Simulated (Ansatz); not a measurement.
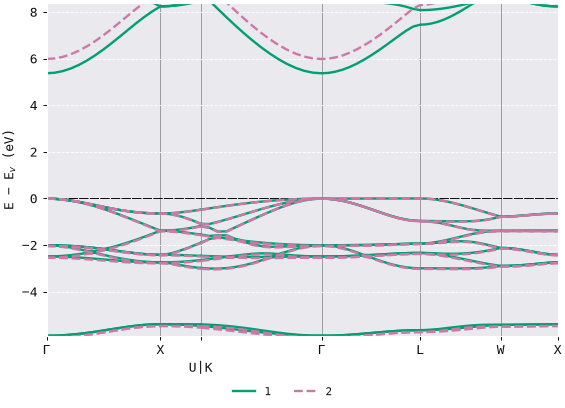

Band structures of SiO₂, space group Fd-3m, 6 atoms in the cell, by two methods on the same cell. Each is counted from its own valence-band top.

Which curve is which? The methods: r2SCAN, PBE.

1 is PBE; 2 is r2SCAN. PBE gives a gap of 5.37 eV along the path and r2SCAN gives a gap of 5.98 eV along the path.

Settings. PBE: DFT PBE, scalar-relativistic, plane waves, PAW, no spin polarisation, 6×6×6 k mesh, 420 eV cutoff, Gaussian smearing of 0.02 eV (Ansatz 0.2.0). r2SCAN: DFT r2SCAN, scalar-relativistic, plane waves, PAW, no spin polarisation, 6×6×6 k mesh, 500 eV cutoff, Gaussian smearing of 0.02 eV (Ansatz 0.2.0).
